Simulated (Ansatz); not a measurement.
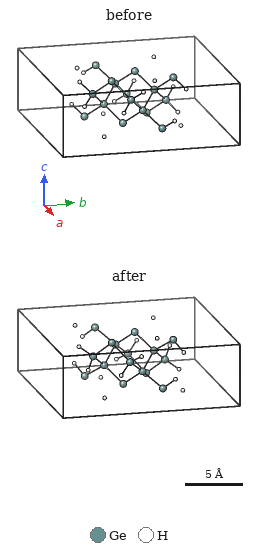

The structure of a wire of composition Ge₁₆H₁₈ before (top) and after (bottom) a relaxation, at one scale.

A ball-and-stick model of the cell of the calculation, with the vacuum cut short, seen slightly off an axis.

The calculation used DFT, PBEsol, PAW, plane waves in Ansatz 0.2.0.

The input:
```yaml
crystal:
  lattice:
    - [19.400000, 0.000000, 0.000000]
    - [0.000000, 19.400000, 0.000000]
    - [0.000000, 0.000000, 5.675592]
  atoms:
    - { symbol: Ge, position: [0.537774, 0.461699, 0.119134] }
    - { symbol: Ge, position: [0.317707, 0.535959, 0.372498] }
    - { symbol: Ge, position: [0.610500, 0.536893, 0.374669] }
    - { symbol: Ge, position: [0.391202, 0.317770, 0.124759] }
    - { symbol: Ge, position: [0.390503, 0.611388, 0.120721] }
    - { symbol: Ge, position: [0.681264, 0.610684, 0.128653] }
    - { symbol: Ge, position: [0.463346, 0.391100, 0.374708] }
    - { symbol: Ge, position: [0.463013, 0.683662, 0.373958] }
    - { symbol: Ge, position: [0.389925, 0.462604, 0.623523] }
    - { symbol: Ge, position: [0.681756, 0.463449, 0.626380] }
    - { symbol: Ge, position: [0.463328, 0.537094, 0.874209] }
    - { symbol: Ge, position: [0.537417, 0.318612, 0.622301] }
    - { symbol: Ge, position: [0.536064, 0.610044, 0.622991] }
    - { symbol: Ge, position: [0.319219, 0.389515, 0.872461] }
    - { symbol: Ge, position: [0.608047, 0.390716, 0.877854] }
    - { symbol: Ge, position: [0.610366, 0.680950, 0.873496] }
    - { symbol: H, position: [0.268130, 0.489906, 0.215838] }
    - { symbol: H, position: [0.269458, 0.582509, 0.532052] }
    - { symbol: H, position: [0.342575, 0.269791, 0.288029] }
    - { symbol: H, position: [0.437134, 0.271182, 0.962261] }
    - { symbol: H, position: [0.343553, 0.657390, 0.967622] }
    - { symbol: H, position: [0.731747, 0.562127, 0.959173] }
    - { symbol: H, position: [0.729906, 0.656799, 0.281753] }
    - { symbol: H, position: [0.414955, 0.730669, 0.532563] }
    - { symbol: H, position: [0.510025, 0.728249, 0.209092] }
    - { symbol: H, position: [0.729913, 0.417491, 0.463973] }
    - { symbol: H, position: [0.730047, 0.509435, 0.781519] }
    - { symbol: H, position: [0.581163, 0.269740, 0.469504] }
    - { symbol: H, position: [0.490140, 0.270009, 0.784307] }
    - { symbol: H, position: [0.268887, 0.344433, 0.716932] }
    - { symbol: H, position: [0.269228, 0.438018, 0.030894] }
    - { symbol: H, position: [0.656732, 0.343356, 0.031946] }
    - { symbol: H, position: [0.561987, 0.729121, 0.038101] }
    - { symbol: H, position: [0.656632, 0.729753, 0.715483] }
kpoints:
  mp_grid: { grid: [1, 1, 6] }
hamiltonian:
  xc: pbesol
scf:
  occupations: { method: fermi_dirac, width: 0.01 }
relax:
  f_tol: 0.03
  max_steps: 80
  escape_saddle: false
  adjacent_minimum: "off"
output:
  forces: true
  eigenvalues: true
  populations: true
```

Run as
```bash
ansatz run in.yaml --threads 8 --pin off --max-ram 118750MiB --runs-dir r --events-out ev --progress --plain --backend cuda --devices 0, --max-vram 170GiB
```

**Describe what moved and what it gained.**

After 3 geometry steps the energy has fallen by 0.942 eV per cell of the calculation. Largest force component: 0.97 eV/Å at the start, 0.025 eV/Å at the end. The atom that moves furthest relative to the centre of the atoms is H28 (0.41 Å). By element the largest moves are H 0.41 Å, Ge 0.17 Å. The cell doesn't change. Among the contacts that change: Ge6–H22 1.665 → 1.543 Å, Ge14–H31 1.623 → 1.543 Å, Ge1–Ge15 2.373 → 2.436 Å, Ge2–Ge5 2.486 → 2.424 Å. Among the angles between lasting bonds that change: Ge2–Ge5–Ge8 109.0° → 103.3°, Ge10–Ge15–Ge12 108.1° → 103.3°, Ge2–Ge5–Ge11 108.0° → 112.5°. The run took 4.2 s on 1 × NVIDIA GB200 with 8 threads of Arm Neoverse-V2, peak memory 2.1 GiB.
